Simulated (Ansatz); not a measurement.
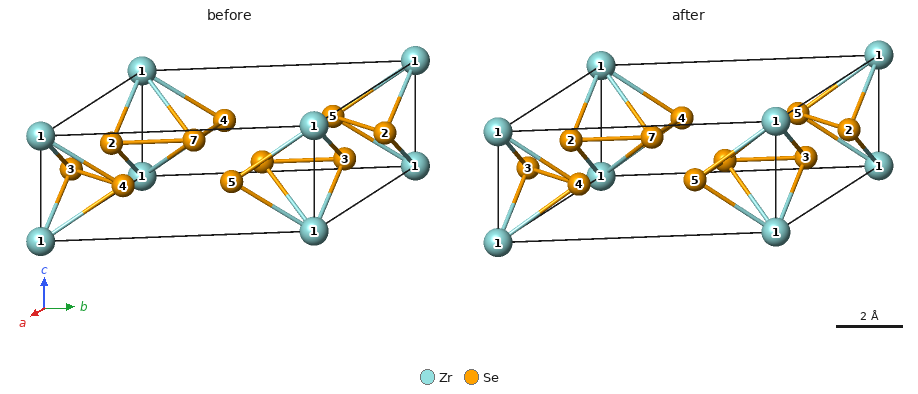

The structure of crystalline ZrSe₆ (a generated structure, set up in P6/mmm) before (left) and after (right) a relaxation, at one scale.

The picture is a ball-and-stick view of the cell of the calculation, seen slightly off an axis.

Theory: DFT PBE, scalar-relativistic, plane waves, PAW in Ansatz. Settings: plane-wave cutoff 420 eV; k-point mesh 6 × 6 × 12; occupations gaussian; smearing width 0.1 eV; no spin polarisation; cell and atoms relaxed; force threshold 0.01 eV/Å; at most 80 steps.

### Describe what moved and what it gained.

The largest moves relative to the cell, 0.088 Å, are those of Se atoms. Zr stays in place. The drawn cell changes as follows: a = b 8.389 → 8.528 Å (+1.7 %), c 3.309 → 3.475 Å (+5.0 %); the volume changes by +8.5 %. Near-neighbour distances that change, for instance: Zr–Zr 3.309 → 3.475 Å, Se–Se 2.529 → 2.483 Å, Se–Zr 3.022 → 3.030 Å. Among the angles between lasting bonds that change: Zr–Se–Zr 66.4° → 70.0°. The space group stays P6/mmm (No. 191). The energy falls by 7.2 meV per atom in 5 accepted moves (8 points after the start). The largest force component goes from 0.069 to 0.0001 eV/Å. Pressure: 0.30 GPa at the start and 0.01 GPa at the end. The line search rejected the trial steps at points 2, 6 of the run. The SCF was repeated once at an unchanged geometry on a basis and grid sized afresh for the cell, which shifted the energy by 0.1 meV per atom at most.
